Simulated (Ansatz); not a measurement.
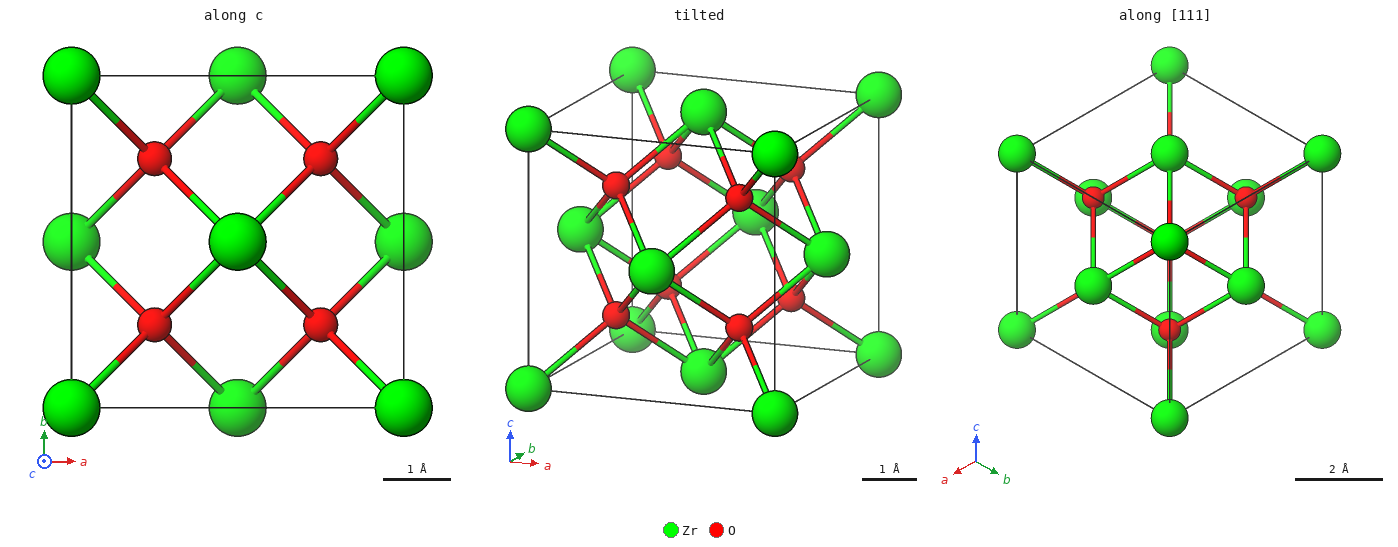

Ball-and-stick drawing of the structure, looking along the c axis, slightly off an axis and along [111]. The outline marks the conventional unit cell.

The box has a = 5.021 Å, b = 5.021 Å, c = 5.021 Å, α = 90.00°, β = 90.00°, γ = 90.00°.

Formula?

Answer. ZrO2. The cell holds 4 Zr, 8 O, counting shared atoms by their share.

What is the name of this structure type?

Answer. Fluorite (CaF₂ type).

What is the topology of the bonding, in broad terms?

Answer. The bonds build a three-dimensional framework.

The model was built from a structure type known for this compound. The cell was then strained or its atoms displaced on purpose. It was run through Ansatz as a DFT input.

At this level of theory the run's own cell isn't at rest (compressed, at 11 GPa), so its distances can differ from those at equilibrium, the more so the softer the solid.
